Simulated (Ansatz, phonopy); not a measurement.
# How KCl (Sylvite, Fm-3m) expands on warming, part 5 of 5

How much does KCl (Sylvite) expand with temperature?

Measurements to reproduce:
- volume expansion coefficient 111.3 1e-6/K and heat capacity C_P per formula unit 51.7 J/mol/K near room temperature (given in “High-Throughput Prediction of Finite-Temperature Properties using the Quasi-Harmonic Approximation”, 2016, arXiv:1603.06924)
- volume expansion coefficient 114.9 1e-6/K near room temperature (given in “Descriptors for thermal expansion in solids”, 2017, arXiv:1701.03966)

Ansatz 0.2.0; DFT LDA, scalar-relativistic, plane waves, PAW.

So far, volume expansion coefficient at 300 K (× 1e-6/K): step 8 (quasi-harmonic fit by phonopy) 109; step 10 (free-energy fit) 109.

**12. Comparing the runs**

Times are for 4 threads of Arm Neoverse V2, shared host. The runs compared:

```csv
no.,functional,cutoff (eV),k-mesh,q-mesh,method,pressure (GPa),volume expansion coefficient at 298 K (1e-6/K),C_P at 298 K (J/mol-atom/K),isothermal bulk modulus at 298 K (GPa),time,memory (GiB)
1,lda,550,8×8×8,4×4×4,dfpt,0,108.6,25.43,20.15,13 min,1.3
2,lda,487.2,12×12×12,4×4×4,dfpt,0,108.6,25.43,20.15,31 min,3.0
3,lda,487.2,8×8×8,4×4×4,dfpt,0,108.6,25.43,20.15,10 min,1.2
```

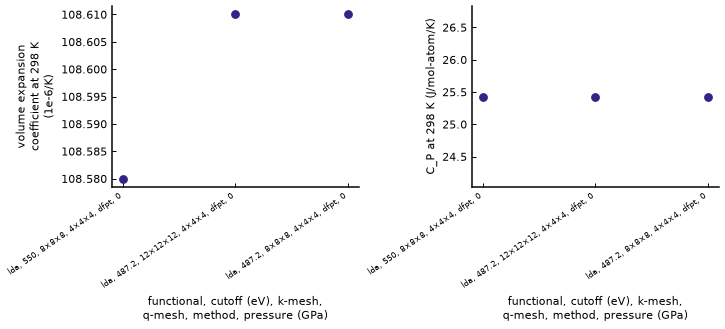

The series as plots.

The runs together, line volume. Expansion coefficient, volume against temperature; values in 1e-6/K:

```
temperature (K)  lda, 550, 8×8×8, 4×4×4, dfpt, 0  lda, 487.2, 12×12×12, 4×4×4, dfpt, 0  lda, 487.2, 8×8×8, 4×4×4, dfpt, 0
              0                                0                                     0                                  0
             50                             29.4                                  29.4                               29.4
            100                             69.9                                  69.9                               69.9
            150                             86.8                                  86.8                               86.8
            200                             96.0                                  96.1                               96.1
            250                              103                                   103                                103
            298                              109                                   109                                109
            300                              109                                   109                                109
            350                              115                                   115                                115
            400                              121                                   121                                121
            450                              127                                   127                                127
            500                              135                                   135                                135
            550                              143                                   143                                143
            600                              153                                   153                                153
            650                              165                                   165                                165
            700                              180                                   180                                180
            750                              199                                   199                                199
            800                              225                                   225                                225
```

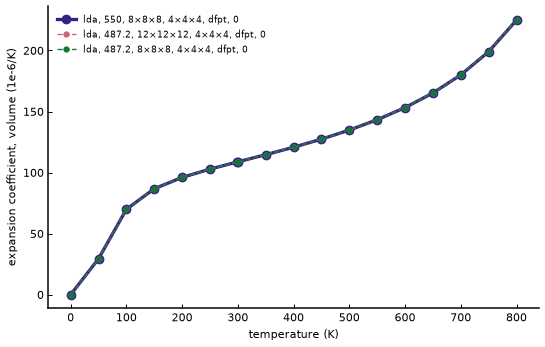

Expansion coefficient, volume, plotted against temperature.

The runs together, line C_P. The heat capacity, C_P by temperature; values in J/mol-atom/K:

```csv
temperature (K),"lda, 550, 8×8×8, 4×4×4, dfpt, 0","lda, 487.2, 12×12×12, 4×4×4, dfpt, 0","lda, 487.2, 8×8×8, 4×4×4, dfpt, 0"
0,0,0,0
50,10.1,10.1,10.1
100,19.2,19.2,19.2
150,22.5,22.5,22.5
200,24.0,24.0,24.0
250,24.8,24.8,24.8
298,25.4,25.4,25.4
300,25.4,25.4,25.4
350,26.0,26.0,26.0
400,26.5,26.5,26.5
450,26.9,26.9,26.9
500,27.5,27.5,27.5
550,28.0,28.0,28.0
600,28.7,28.7,28.7
650,29.4,29.4,29.4
700,30.4,30.4,30.4
750,31.6,31.6,31.6
800,33.2,33.2,33.2
```

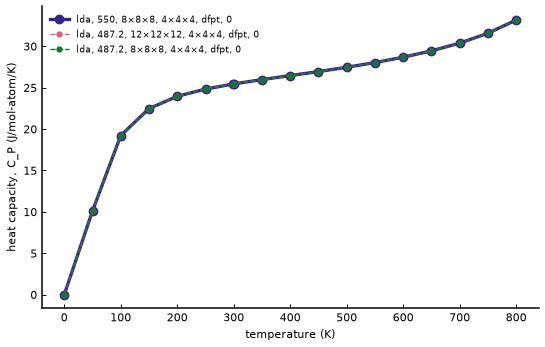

Heat capacity, C_P against temperature.

**13. Quasi-harmonic fit by phonopy**

This step: DFT LDA, scalar-relativistic, plane waves, PAW (phonopy 4.10.0).

The energy (each curve on its own zero) by volume; values in meV/atom:

```csv
volume (Å³/atom),static,F at 0 K,F at 300 K,F at 800 K
28.05,0,2.09,6.91,17.9
28.47,0.49,1.97,5.57,13.7
28.72,1.2,2.33,5.18,11.6
29.41,4.62,4.82,5.55,7.09
30.12,10.1,9.38,7.86,4.31
30.84,17.5,15.9,11.9,3.02
31.58,26.7,24.1,17.6,3.04
```

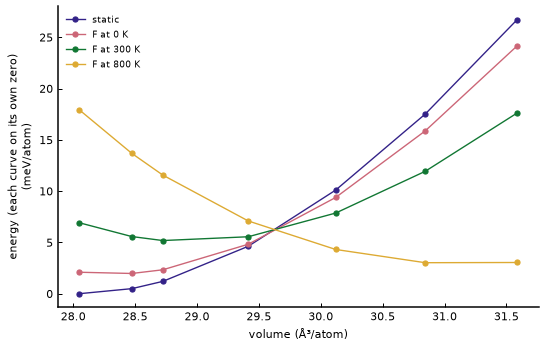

Energy (each curve on its own zero), plotted against volume.

The fit gives a volume expansion of 109 × 10⁻⁶/K at 300 K, against 109 at 298 K from the study itself, whose static fit uses more cells.

**14. Results**

```json
{
 "settings of these figures": "LDA, 487.2 eV, k 12×12×12, q 4×4×4",
 "volume expansion coefficient at 298 K": "108.6 1e-6/K",
 "C_P at 298 K": "25.43 J/mol-atom/K",
 "entropy at 298 K": "40.38 J/mol-atom/K",
 "isothermal bulk modulus at 298 K": "20.15 GPa",
 "Grüneisen parameter at 298 K": "1.576",
 "volume at 298 K": "28.93 Å³/atom",
 "principal linear expansion coefficients at 298 K": "36.2, 36.2, 36.2 1e-6/K"
}
```

**Reading.** Near room temperature KCl (Sylvite) expands by 109 × 10⁻⁶/K in volume by LDA, with C_P = 25.4 J/(mol K) per mole of atoms and B_T = 20.1 GPa. Between 298.15 and 800 K the bulk modulus falls by 46 % and the Grüneisen parameter grows; in this range the quasi-harmonic approximation, which lacks anharmonicity at fixed volume, tends to overshoot. C_P at room temperature is 102 % of the classical 3R an atom; C_V is 97 %, and the rest is expansion work. A measured volume expansion coefficient near room temperature is 111.3 1e-6/K (arXiv:1603.06924); the calculated 109 1e-6/K differs by -2 %. A measured heat capacity per formula unit near room temperature is 51.7 J/mol/K (arXiv:1603.06924); the calculated 50.9 J/mol/K differs by -2 %. Changing the k-mesh and cutoff moves the volume expansion at 298 K between 109 and 109 × 10⁻⁶/K, while the CPU time spans a factor of 3.1. The PAW files were made for PBE and are used here under another functional, for which the program regenerates the frozen cores. The cell of these runs is 10 % smaller in volume than the database cell; frequencies and all that rests on them shift with it.

[Logs are printed without paths, hosts, clocks, repeated set-up lines and the standing remarks that a program may print on its own settings, such as how far it seeks lower states.]

[Hosts, paths, dates, database ids (printed as entryN), source tags and the programs' standing remarks are cut or masked in the printed files.]

[A step with changed settings may run another functional than the one named; its input shows which.]
